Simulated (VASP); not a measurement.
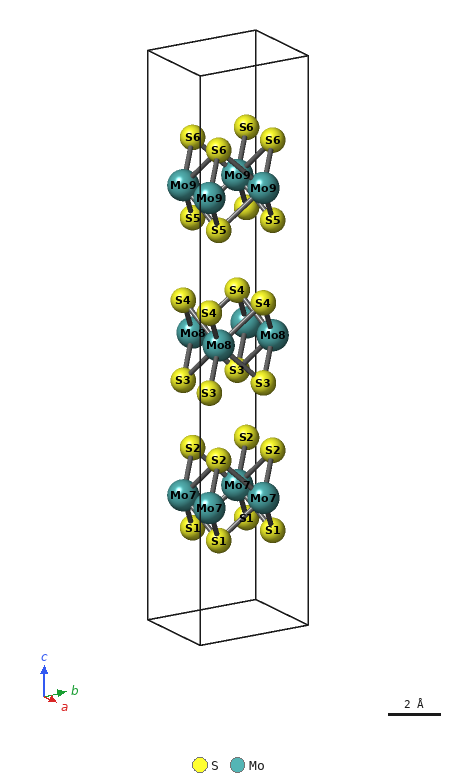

**Figure 1.** The structure as given in the input (ball-and-stick view of the 2 × 2 repeat of the cell, with the vacuum cut short, seen slightly off an axis; atoms are numbered from 1 in the order of the input). Near neighbours in the crystal (not all of them lie inside the picture): S has 3 Mo at 2.40 Å; Mo has 6 S at 2.40 Å.

# Band-structure run of MoS$_{2}$ (part 1 of 2)

MoS$_{2}$ (slab, 9 atoms in the cell), computed with Kohn-Sham DFT of a periodic cell, PBE with D3(BJ), VASP PAW PBE potentials, recommended, no spin polarisation (VASP 6.6.1).

The structure derives from an entry of the Crystallography Open Database.

**OSZICAR**
```
N       E                     dE             d eps       ncg     rms          rms(c)
DAV:   1     0.668567754759E+03    0.66857E+03   -0.42567E+04  2294   0.140E+03
DAV:   2    -0.211883253553E+02   -0.68976E+03   -0.66769E+03  2265   0.345E+02
DAV:   3    -0.679327253161E+02   -0.46744E+02   -0.45604E+02  2292   0.790E+01
DAV:   4    -0.696964403795E+02   -0.17637E+01   -0.17513E+01  2411   0.147E+01
DAV:   5    -0.697527962166E+02   -0.56356E-01   -0.56306E-01  2486   0.254E+00    0.430E+01
DAV:   6    -0.665298218286E+02    0.32230E+01   -0.24791E+01  2054   0.239E+01    0.162E+01
DAV:   7    -0.660766145791E+02    0.45321E+00   -0.11660E+01  2031   0.163E+01    0.105E+01
DAV:   8    -0.653916267287E+02    0.68499E+00   -0.22910E+00  2251   0.762E+00    0.361E+00
DAV:   9    -0.654210108945E+02   -0.29384E-01   -0.28036E-01  2408   0.206E+00    0.194E+00
DAV:  10    -0.653957744693E+02    0.25236E-01   -0.97511E-02  2215   0.160E+00    0.476E-01
[... 41 further cycles ...]
DAV:  10    -0.220938455651E+05   -0.19840E-06     1676
       N       E                     dE             ncg
DAV:   1     0.186324549459E+05   -0.37061E+05     1244
DAV:   2     0.119127864758E+05   -0.67197E+04     1271
DAV:   3     0.115476727978E+05   -0.36511E+03     1160
DAV:   4     0.115364094467E+05   -0.11263E+02     1213
DAV:   5     0.115360153004E+05   -0.39415E+00     1263
DAV:   6     0.115360037126E+05   -0.11588E-01     1303
DAV:   7     0.115360033145E+05   -0.39808E-03     1344
DAV:   8     0.115360033080E+05   -0.65399E-05     1072
DAV:   9     0.115360033076E+05   -0.32784E-06      768
```

**Parts of OUTCAR**
```
SYSTEM = MoS2
   PREC = Accurate
   ENCUT = 520
   EDIFF = 1E-6
   ISMEAR = 0
   LREAL = .FALSE.
   LASPH = .TRUE.
   NELM = 80
   ISIF = 2
   GGA = PE
   IVDW = 12
 IVDW          = 12
 VDW_S6        =  1.00000000  s6, scaling of the dipole-dipole dispersion
 VDW_S8        =  0.78750002  s8, scaling of the dipole-quadrupole dispersion
 VDW_A1        =  0.42890000  a1, scaling of the critical radii
 VDW_A2        =  4.44070005  a2, offset of the critical radii
 VDW_RADIUS    = 50.20216178  two-body interaction cutoff (in Angstroms)
 VDW_CNRADIUS  = 21.16708996  CN, coordination number cutoff (in Angstroms)

 ion  position               nearest neighbor table
   1  0.333  0.667  0.272-   7 2.40   7 2.40   7 2.40
   2  0.333  0.667  0.366-   7 2.40   7 2.40   7 2.40
   3  0.667  0.333  0.453-   8 2.40   8 2.40   8 2.40
   4  0.667  0.333  0.547-   8 2.40   8 2.40   8 2.40
   5  0.333  0.667  0.634-   9 2.40   9 2.40   9 2.40
   6  0.333  0.667  0.728-   9 2.40   9 2.40   9 2.40
   7  0.667  0.333  0.319-   2 2.40   2 2.40   2 2.40   1 2.40   1 2.40   1 2.40
   8  0.333  0.667  0.500-   3 2.40   4 2.40   3 2.40   4 2.40   3 2.40   4 2.40
   9  0.667  0.333  0.681-   5 2.40   5 2.40   5 2.40   6 2.40   6 2.40   6 2.40

  LATTYP: Found a hexagonal cell.
 ALAT       =     3.1503598999
 C/A-ratio  =    10.6191981434

  Lattice vectors:

 A1 = (   3.1503598999,   0.0000000000,   0.0000000000)
 A2 = (  -1.5751799500,   2.7282916999,   0.0000000000)
 A3 = (   0.0000000000,   0.0000000000,  33.4542960000)

Analysis of symmetry for initial positions (statically):
=====================================================================
 Subroutine PRICEL returns:
 Original cell was already a primitive cell.

 Routine SETGRP: Setting up the symmetry group for a
 hexagonal supercell.

 Subroutine GETGRP returns: Found 12 space group operations
 (whereof 12 operations were pure point group operations)
 out of a pool of 24 trial point group operations.

The static configuration has the point symmetry D_3h.

Analysis of symmetry for dynamics (positions and initial velocities):
=====================================================================
 Subroutine PRICEL returns:
 Original cell was already a primitive cell.

 Routine SETGRP: Setting up the symmetry group for a
 hexagonal supercell.

 Subroutine GETGRP returns: Found 12 space group operations
 (whereof 12 operations were pure point group operations)
 out of a pool of 24 trial point group operations.

The dynamic configuration has the point symmetry D_3h.

 Subroutine INISYM returns: Found 12 space group operations
 (whereof 12 operations are pure point group operations),
 and found     1 'primitive' translations

----------------------------------------------------------------------------------------

                                     Primitive cell

  volume of cell :     287.5430

  direct lattice vectors                    reciprocal lattice vectors
     3.150359900  0.000000000  0.000000000     0.317424051  0.183264861  0.000000000
    -1.575179950  2.728291700  0.000000000     0.000000000  0.366529723  0.000000000
     0.000000000  0.000000000 33.454296000     0.000000000  0.000000000  0.029891527

  length of vectors
     3.150359900  3.150359896 33.454296000     0.366529722  0.366529723  0.029891527

  position of ions in fractional coordinates (direct lattice)
     0.333333330  0.666666670  0.271975686
     0.333333330  0.666666670  0.365626819
     0.666666670  0.333333330  0.453220198
     0.666666670  0.333333330  0.546779802
     0.333333330  0.666666670  0.634373181
     0.333333330  0.666666670  0.728024314
     0.666666670  0.333333330  0.318825980
     0.333333330  0.666666670  0.500000000
     0.666666670  0.333333330  0.681174020

  ion indices of the primitive-cell ions
   primitive index   ion index
                 1           1
                 2           2
                 3           3
                 4           4
                 5           5
                 6           6
                 7           7
                 8           8
                 9           9

----------------------------------------------------------------------------------------

 KPOINTS: regular mesh

Automatic generation of k-mesh.
 Grid dimensions read from file:
 generate k-points for:   12   12    1

 Generating k-lattice:

  Cartesian coordinates                     Fractional coordinates (reciprocal lattice)
     0.026452004  0.015272072  0.000000000     0.083333333  0.000000000  0.000000000
     0.000000000  0.030544144  0.000000000     0.000000000  0.083333333  0.000000000
     0.000000000  0.000000000  0.029891527     0.000000000  0.000000000  1.000000000

  Length of vectors
     0.030544144  0.030544144  0.029891527

  Shift w.r.t. Gamma in fractional coordinates (k-lattice)
     0.000000000  0.000000000  0.000000000

 Subroutine IBZKPT returns following result:
 ===========================================

 Found     19 irreducible k-points:

 Following reciprocal coordinates:
            Coordinates               Weight
  0.000000  0.000000  0.000000      1.000000
  0.083333 -0.000000  0.000000      6.000000
  0.166667  0.000000  0.000000      6.000000
  0.250000 -0.000000  0.000000      6.000000
  0.333333  0.000000  0.000000      6.000000
  0.416667 -0.000000  0.000000      6.000000
  0.500000 -0.000000  0.000000      3.000000
  0.083333  0.083333  0.000000      6.000000
  0.166667  0.083333  0.000000     12.000000
  0.250000  0.083333  0.000000     12.000000
  0.333333  0.083333  0.000000     12.000000
  0.416667  0.083333  0.000000     12.000000
  0.166667  0.166667  0.000000      6.000000
  0.250000  0.166667  0.000000     12.000000
  0.333333  0.166667  0.000000     12.000000
  0.416667  0.166667  0.000000      6.000000
  0.250000  0.250000  0.000000      6.000000
  0.333333  0.250000  0.000000     12.000000
  0.333333  0.333333  0.000000      2.000000
   k-points           NKPTS =     19   k-points in BZ     NKDIM =     19   number of bands    NBANDS=     49
   number of dos      NEDOS =    301   number of ions     NIONS =      9
   total plane-waves  NPLWV = 144000
   dimension x,y,z NGX =    24 NGY =   24 NGZ =  250
   dimension x,y,z NGXF=    48 NGYF=   48 NGZF=  500
   ions per type =               6   3
   NGX,Y,Z   is equivalent  to a cutoff of  12.66, 12.66, 12.42 a.u.
   NGXF,Y,Z  is equivalent  to a cutoff of  25.33, 25.33, 24.85 a.u.
 SYSTEM =  MoS2
   PREC   = accura    normal or accurate (medium, high low for compatibility)
   ISTART =      0    job   : 0-new  1-cont  2-samecut
   ICHARG =      2    charge: 1-file 2-atom 10-const
   ISPIN  =      1    spin polarized calculation?
   LNONCOLLINEAR =      F non collinear calculations
   LSORBIT =      F    spin-orbit coupling
   LASPH  =      T    aspherical Exc in radial PAW
   ENCUT  =  520.0 eV  38.22 Ry    6.18 a.u.   5.86  5.86 62.20*2*pi/ulx,y,z
   NELM   =     80;   NELMIN=  2; NELMDL= -5     # of ELM steps
   EDIFF  = 0.1E-05   stopping-criterion for ELM
   LREAL  =      F    real-space projection
   EDIFFG = 0.1E-04   stopping-criterion for IOM
   NSW    =      0    number of steps for IOM
   IBRION =     -1    ionic relax: 0-MD 1-quasi-New 2-CG
   NFREE  =      0    steps in history (QN), initial steepest desc. (CG)
   ISIF   =      2    stress and relaxation
   ISYM   =      2    0-nonsym 1-usesym 2-fastsym
   POTIM  = 0.5000    time-step for ionic-motion
   TEBEG  =    0.0;   TEEND  =   0.0 temperature during run
   PSTRESS=    0.0 pullay stress
   NELECT =      78.0000    total number of electrons
   NUPDOWN=      -1.0000    fix difference up-down
   EMIN   =  10.00;   EMAX   =-10.00  energy-range for DOS
   EFERMI =   0.00;   METHOD = LEGACY
   ISMEAR =     0;   SIGMA  =   0.03  broadening in eV -4-tet -1-fermi 0-gaus
   EFERMI_NEDOS =   21; number of points for ismear=-14 and -15
   IALGO  =     38    algorithm
   IMIX   =      4    mixing-type and parameters
     AMIX     =   0.40;   BMIX     =  1.00
     AMIX_MAG =   1.60;   BMIX_MAG =  1.00
  volume/ion in A,a.u.               =      31.95       215.60
  Fermi-wavevector in a.u.,A,eV,Ry     =   1.059755  2.002646 15.280435  1.123080
  Thomas-Fermi vector in A             =   2.195112
   LORBIT       =      0    0 simple, 1 ext, 2 COOP (PROOUT), +10 PAW based schemes
   GGA     = PE    functional components
   LHFCALC =     F    Hartree Fock is set to
   AEXX    =    0.0000 exact exchange contribution
   IVDW    =    12    specifies the selected vdW correction
   LEPSILON=     F    determine dielectric tensor
   LRPA    =     F    only Hartree local field effects (RPA)
 non-spin polarized calculation
 Gauss-broadening in eV      SIGMA  =   0.03
  energy-cutoff  :      520.00
  volume of cell :      287.54
 maximum number of plane-waves:      7782
 NGX is ok and might be reduce to    24
   NGX = 11   NGY = 11   NGZ =125

 dipolmoment           0.000000      0.000000     -0.000000 electrons x Angstroem

 number of electron      77.9999997 magnetization

 dipolmoment           0.000000      0.000000      0.000000 electrons x Angstroem

 Free energy of the ion-electron system (eV)
  ---------------------------------------------------
  ext. energy  EPLUGINS =         0.00000000
  ---------------------------------------------------
  free energy    TOTEN  =       -65.39550354 eV

  energy without entropy =      -65.39550354  energy(sigma->0) =      -65.39550354

 E-fermi :   2.0537     XC(G=0):  -6.3265     alpha+bet : -7.5305

 val. band max:        1.8166263392   @ k =   0.0000   0.0000   0.0000
 cond. band min:       2.8452734315   @ k =   0.1667   0.1667   0.0000
 fundamental gap:      1.0286470923
 Fermi energy:         2.0536771556

 k-point     1 :       0.0000    0.0000    0.0000
  band No.  band energies     occupation
      1     -59.6138      2.00000
      2     -59.6114      2.00000
      3     -59.6114      2.00000
      4     -33.7770      2.00000
      5     -33.7743      2.00000
      6     -33.7743      2.00000
      7     -33.5368      2.00000
      8     -33.5368      2.00000
      9     -33.5327      2.00000
     10     -33.5327      2.00000
     11     -33.5327      2.00000
     12     -33.5327      2.00000
     13     -13.1264      2.00000
     14     -12.9984      2.00000
     15     -12.8804      2.00000
     16     -11.8749      2.00000
     17     -11.6648      2.00000
     18     -11.4956      2.00000
     19      -4.9774      2.00000
     20      -4.5716      2.00000
     21      -4.1407      2.00000
     22      -1.4349      2.00000
     23      -1.3860      2.00000
     24      -1.3860      2.00000
     25      -1.3651      2.00000
     26      -1.3651      2.00000
     27      -1.3634      2.00000
     28      -1.3634      2.00000
     29      -0.6983      2.00000
     30      -0.2705      2.00000
     31      -0.2705      2.00000
     32      -0.2384      2.00000
     33      -0.2384      2.00000
     34      -0.2249      2.00000
     35      -0.2249      2.00000
     36       0.1664      2.00000
     37       0.8640      2.00000
     38       1.4879      2.00000
     39       1.8166      2.00000
     40       4.0230      0.00000
     41       4.0230      0.00000
     42       4.0429      0.00000
     43       4.0429      0.00000
     44       4.0586      0.00000
     45       4.0586      0.00000
     46       4.2104      0.00000
     47       4.2113      0.00000
     48       4.2929      0.00000
     49       4.3195      0.00000

 k-point     2 :       0.0833   -0.0000    0.0000
  band No.  band energies     occupation
      1     -59.6110      2.00000
      2     -59.6085      2.00000
      3     -59.6085      2.00000
      4     -33.7714      2.00000
      5     -33.7687      2.00000
      6     -33.7687      2.00000
      7     -33.5653      2.00000
      8     -33.5611      2.00000
      9     -33.5611      2.00000
     10     -33.5433      2.00000
     11     -33.5392      2.00000
     12     -33.5392      2.00000
     13     -13.0189      2.00000
     14     -12.8919      2.00000
     15     -12.7741      2.00000
     16     -11.8238      2.00000
     17     -11.6193      2.00000
     18     -11.4561      2.00000
     19      -4.8563      2.00000
     20      -4.4543      2.00000
     21      -4.0222      2.00000
     22      -1.6723      2.00000
     23      -1.6271      2.00000
     24      -1.5993      2.00000
     25      -1.5983      2.00000
     26      -1.2765      2.00000
     27      -1.2540      2.00000
     28      -1.2506      2.00000
     29      -1.1003      2.00000
     30      -0.7433      2.00000
     31      -0.4425      2.00000
     32      -0.4082      2.00000
     33      -0.3931      2.00000
     34      -0.1324      2.00000
     35      -0.0030      2.00000
     36       0.4211      2.00000
     37       0.8611      2.00000
     38       1.3928      2.00000
     39       1.6283      2.00000
     40       3.9155      0.00000
     41       3.9268      0.00000
     42       3.9388      0.00000
     43       4.0097      0.00000
     44       4.0407      0.00000
     45       4.0607      0.00000
     46       4.0842      0.00000
     47       4.1283      0.00000
     48       4.2255      0.00000
     49       4.2685      0.00000
```
